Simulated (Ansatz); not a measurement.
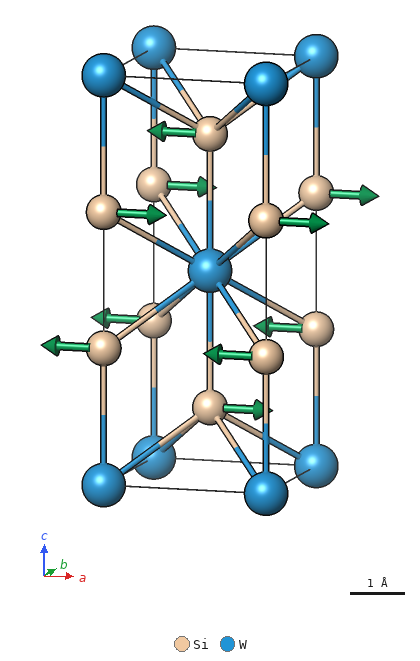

Normal modes of a crystal of Si2W relaxed at 11 GPa, space group I4/mmm (No. 139), at the zone centre. The optical levels lie at 278 (×2), 324, 358 (×2), 460 cm⁻¹. One mode is drawn. The green arrows give the relative displacements of the atoms. The picture is a ball-and-stick view of the conventional cell (2 times the calculation's cell), seen slightly off an axis. Lengths and directions refer to the drawn axes.

All numbers below come from DFT PBE, scalar-relativistic, plane waves, PAW in Ansatz 0.2.0. (plane-wave cutoff 420 eV; k-point mesh 18 × 18 × 18; occupations fermi dirac; smearing width 0.15 eV; target pressure 11 GPa; no spin polarisation)

The frequencies depend somewhat on the k-mesh and the smearing.

> Which of these frequencies is the drawn mode's?

The level at 358 cm⁻¹. This is the E_g mode (doubly degenerate; one member of the set is drawn), optical level 3 of 4, counted from below, Raman-active by symmetry. The W atoms stay at rest; all motion is along a; atoms of one kind move against one another, with no net shift of their sublattice.
